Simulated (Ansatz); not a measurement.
# Mending a single-point calculation on NiSi$_{2}$

System: NiSi$_{2}$ (3 atoms in the cell).
Method of run 1: DFT, b3-lyp, plane waves, PAW (Ansatz 0.2.0).

The structure derives from an entry of the Crystallography Open Database. Text and figures count atoms from 1; the logs count them from 0 in places.

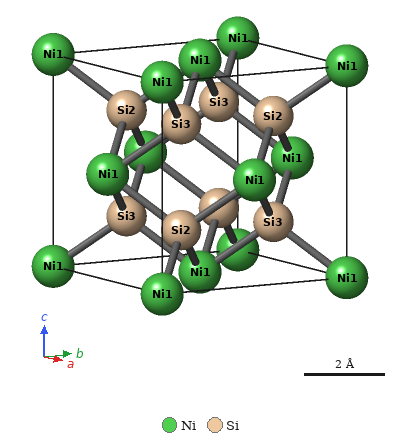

**Figure 1.** The structure as given in the input (ball-and-stick view of the cell 4 times as large as that of the calculation, set on its symmetry axes, seen at an oblique angle; atoms are numbered from 1 in the order of the input). An atom can appear more than once, as a periodic image.

## Input, run 1
```yaml
crystal:
  lattice:
    - [0.0, 2.703, 2.703]
    - [2.703, 0.0, 2.703]
    - [2.703, 2.703, 0.0]
  atoms:
    - { symbol: Ni, position: [0.0, 0.0, 0.0] }
    - { symbol: Si, position: [0.75, 0.75, 0.75] }
    - { symbol: Si, position: [0.25, 0.25, 0.25] }
hamiltonian:
  xc: b3-lyp
  pseudopotentials: { kind: paw }
kpoints:
  mp_grid: { grid: [9, 9, 9] }
scf:
  occupations: { method: fermi_dirac, width: 0.05 }
  max_iter: 80
output:
  forces: true
  stress: true
  eigenvalues: true
```

Launched with:
```bash
ansatz run input.yaml --threads 2 --pin off --max-ram 5632MiB --backend cpu --events-out ev --progress --plain --runs-dir out
```

Hardware: 2 threads of Arm Neoverse V1, 24 GiB of memory available, shared host.

## Output (run 1)
```
Error: YAML parse error: error: line 11 column 7: hamiltonian.xc: unknown variant `b3-lyp`, expected one of `lda`, `lda-pw`, `pw92`, `pbe`, `pbesol`, `rpbe`, `revpbe`, `blyp`, `pbe0`, `revpbe0`, `b3lyp`, `b3lyp5`, `hse06`, `wpbeh`, `hiss`, `lc_wpbe`, `cam_b3lyp`, `hf`, `r2scan`, `r2scanh`, `r2scan0`, `r2scan50`, `mr2scan`
  --> <input>:11:7
   |
 9 |     - { symbol: Si, position: [0.25, 0.25, 0.25] }
10 | hamiltonian:
11 |   xc: b3-lyp
   |       ^ hamiltonian.xc: unknown variant `b3-lyp`, expected one of `lda`, `lda-pw`, `pw92`, `pbe`, `pbesol`, `rpbe`, `revpbe`, `blyp`, `pbe0`, `revpbe0`, `b3lyp`, `b3lyp5`, `hse06`, `wpbeh`, `hiss`, `lc_wpbe`, `cam_b3lyp`, `hf`, `r2scan`, `r2scanh`, `r2scan0`, `r2scan50`, `mr2scan`
12 |   pseudopotentials: { kind: paw }
13 | kpoints:
   |
```

Diagnose this run and give a change of the input that cures it.

Answer. A setting was made wrong on purpose: an unknown functional (`hamiltonian.xc`). The program refused the input: “YAML parse error: error: line 11 column 7: hamiltonian.xc: unknown variant `b3-lyp`, expected one of `lda`, `lda-pw`, `pw92`, `pbe`, `pbesol`, `rpbe`, `revpbe`, `blyp`, `pbe0`, `revpbe0`, `b3lyp`, `b3lyp5`, `hse06`, `wpbeh`, `hiss`, `lc_wpbe`, `cam_b3lyp`, `hf`, `r2scan`, `r2scanh`, `r2scan0`, `r2scan50`, `mr2scan` …”

A run of the same system that converges differs from this input as follows (lines with − go, lines with + come):
```diff
-  xc: b3-lyp
+  xc: pbe
-  max_iter: 80
```

## Output, shortened to warnings, some set-up lines, iterations and results (run 2)
```
Basis set: ecut = 420 eV, 749 PW (Γ), exchange–correlation on 54×54×54 points (8 copies of the dense FFT grid, shifted against one another)
Symmetry: 48 space group operations
k-points: 35 of 729
Initial density: superposition of atomic densities (neutral atoms: chi_scale 0, normalization atom), corrected by the library's trained network
[...]
SCF iter   1: F=—  HF=-7112.400891 eV  |F-HF|=—  |Δ(HF+E_count)|=         —  Δρ=1.04e-2  dr2=3.09e-2  ethr=1.77e-3  ⟨swp⟩=5.3  Hψ=3060  notcnv=0
SCF iter   2: F=—  HF=-7112.398447 eV  |F-HF|=—  |Δ(HF+E_count)|=   2.44e-3  Δρ=3.26e-3  dr2=4.04e-3  ethr=1.19e-4  ⟨swp⟩=2.0  Hψ=995  notcnv=0
SCF iter   3: F=—  HF=-7112.398022 eV  |F-HF|=—  |Δ(HF+E_count)|=   4.26e-4  Δρ=8.73e-4  dr2=3.86e-4  ethr=1.56e-5  ⟨swp⟩=1.0  Hψ=594  notcnv=0  defer=2
SCF iter   4: F=—  HF=-7112.398020 eV  |F-HF|=—  |Δ(HF+E_count)|=   2.09e-6  Δρ=2.79e-4  dr2=2.99e-5  ethr=1.48e-6  ⟨swp⟩=2.6  Hψ=930  notcnv=0  defer=2
SCF iter   5: F=—  HF=-7112.398031 eV  |F-HF|=—  |Δ(HF+E_count)|=   1.09e-5  Δρ=7.92e-5  dr2=3.99e-6  ethr=1.15e-7  ⟨swp⟩=2.2  Hψ=766  notcnv=0  defer=2
SCF iter   6: F=—  HF=-7112.398033 eV  |F-HF|=—  |Δ(HF+E_count)|=   2.22e-6  Δρ=2.11e-5  dr2=3.42e-7  ethr=1.53e-8  ⟨swp⟩=2.3  Hψ=902  notcnv=0  defer=2
SCF iter   7: F=-7112.398033 eV  HF=-7112.398033 eV  |F-HF|=5.59e-8  |Δ(HF+E_count)|=   1.03e-7  Δρ=1.41e-5  dr2=7.65e-8  ethr=3.85e-10  ⟨swp⟩=5.7  Hψ=2772  notcnv=0
SCF 1 converged in 7 iterations: F = -7112.398033 eV  dr2 = 7.65e-8
SCF converged after 7 iterations
Free energy (F): -7112.398033 eV
Harris-Foulkes:  -7112.398033 eV  (|F-HF|=5.59e-8)
Internal energy: -7112.390341 eV  (E = F + TS)
E sigma→0 (E₀):  -7112.394187 eV
Entropy (-TS):   -0.007692 eV (-2.564 meV/atom)
Fermi energy:    13.313301 eV
--- Per-component energies (eV) ---
  E_band       = -344.067815
  E_kinetic    = 370.704616
  E_local      = -4906.104224  (includes V_loc(G=0)·N_el)
  E_nonlocal   = 679.654691
  E_hartree    = 2121.975742
  E_xc         = -199.469177
  E_vxc        = -208.738027  (∫ρ·V_xc dr)
  E_paw        = -2651.303632  (= ΣΔE_a)
  E_vpaw       = -523.511769  (= ΣTr[D̂ρ^β])
  E_aug_tail   = 0.000498  (compensation charges beyond the density's cutoff)
  E_ewald      = -2527.848854
  E_smearing   = -0.007692  (= −TS)
  E_closure    = -0.000000  (closes the sum)
  Σ components = -7112.398033   (vs F -7112.398033, Δ=0.00e0)
--- Forces (eV/Å), atoms counted from 1 ---
  atom   1  Ni    -0.00000000     0.00000000    -0.00000000
  atom   2  Si     0.00000000    -0.00000000     0.00000000
  atom   3  Si     0.00000000    -0.00000000     0.00000000
  max |Σ_I F_I| component: 5.55e-17 eV/Å
--- Stress (GPa, compression-positive) ---
        3.821182       0.000000      -0.000000
       -0.000000       3.821182       0.000000
        0.000000       0.000000       3.821182
  P = ⅓ Tr σ = 3.8212 GPa (38.212 kbar)
```

## The two runs side by side

| quantity | run 1 | run 2 |
| --- | --- | --- |
| outcome | refused | converged |
| free energy per atom (eV) | – | −2370.7993 |
| gap on the mesh (eV) | – | 0.00 |
| pressure (GPa) | – | 3.82 |
| volume per atom (Å³) | – | 13.17 |
| largest force (eV/Å) | – | 0.000 |
| SCF iterations | – | 7 |
| irreducible k-points | – | 35 |
| plane waves at Γ | – | 749 |

Notes on run 2: The run has no spin polarisation, so a magnetic state may lie lower.
